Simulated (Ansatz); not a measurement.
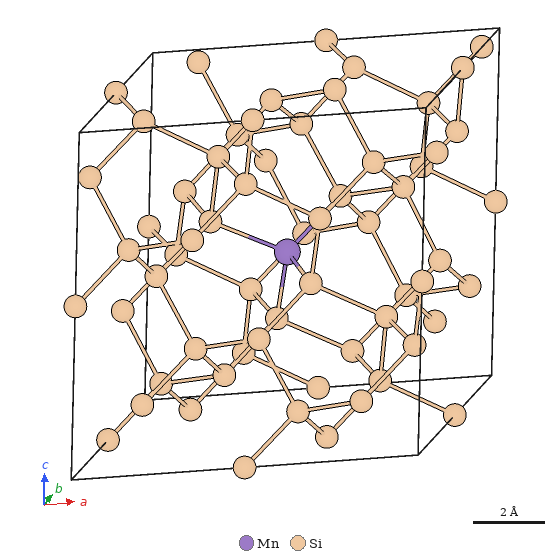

A ball-and-stick picture of a crystal structure, seen slightly off an axis. The supercell is drawn as a box. The host is Si, in a cell of 48 sites, and the cell is neutral.

Which defect is modelled here, and what are its neighbours?

Manganese on a silicon site (a substitutional impurity). It is bonded to four Si in a distorted tetrahedral arrangement at about 2.4 Å.

Method used: DFT PBE, scalar-relativistic, plane waves, PAW in Ansatz. It ran with a basis cut at 420 eV, a 2×2×2 mesh of k-points, Gaussian smearing of 0.02 eV, collinear spins.

Is a magnetic moment found?

Yes, 3.0 μB in the cell.

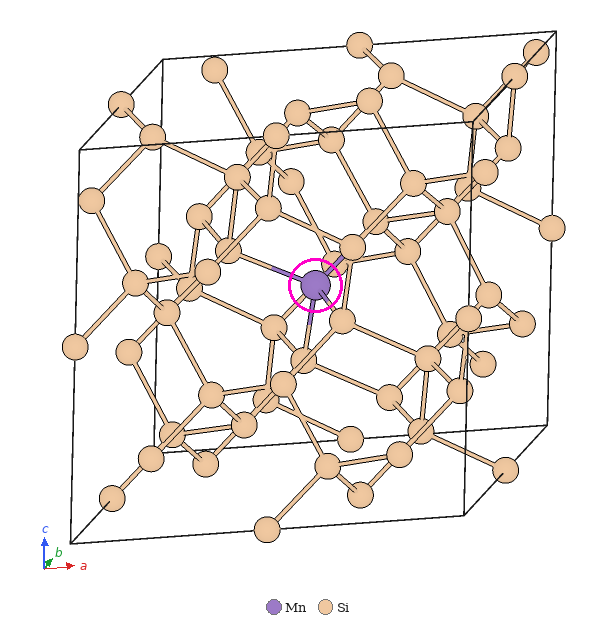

The same cell with a ring at the defect's site.

The atoms were relaxed in the host's cell with DFT PBE, scalar-relativistic, plane waves, PAW in Ansatz.
